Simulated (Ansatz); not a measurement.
Consider C.

Input file:

```
crystal:
  lattice:
    - [1.22804797, -2.12706182, 0.0]
    - [1.22804797, 2.12706182, 0.0]
    - [0.0, 0.0, 7.17326776]
  atoms:
    - { symbol: C, position: [0.08337946, 0.91662054, 0.7531376] }
    - { symbol: C, position: [0.58337946, 0.41662054, 0.2468624] }
    - { symbol: C, position: [0.91662054, 0.08337946, 0.2468624] }
    - { symbol: C, position: [0.41662054, 0.58337946, 0.7531376] }
basis:
  ecutwfc: 500
kpoints:
  mp_grid: { grid: [30, 30, 8] }
hamiltonian:
  xc: r2scan
scf:
  occupations: { method: gaussian, width: 0.1 }
output:
  forces: true
  stress: true
  eigenvalues: true
  write_density: true
  write_potential: true
  elf: true
  volumetric_format: npy
```

Command:

```sh
ansatz run input.yaml --threads 1 --pin off --max-ram 2560MiB --backend cpu --events-out ev --progress --plain --runs-dir out
```

Below, planes, directions and counts refer to the conventional cell (a = 2.46 Å, b = 4.25 Å, c = 7.17 Å, α = 90.00°, β = 90.00°, γ = 90.00°).

Space group Cmme; a structure from a database of computed crystals, not necessarily the ambient phase.

The calculation used DFT r2SCAN, scalar-relativistic, plane waves, PAW in Ansatz.

What will maps of the valence pseudo-density and electron localisation function show?

C–C (1.42 Å): ρ is about 2.1 e/Å³ halfway; the ELF peaks at about 0.95 between the atoms, as expected for localised, covalent bonding.

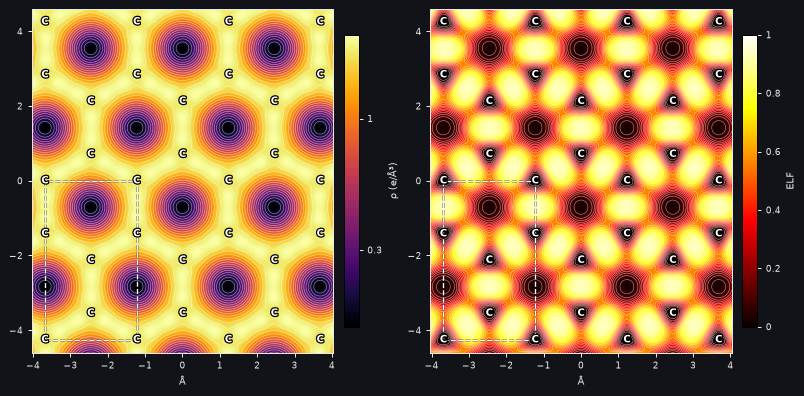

Computed valence pseudo-density and electron localisation function on the (001) plane of the conventional cell, in this order. 
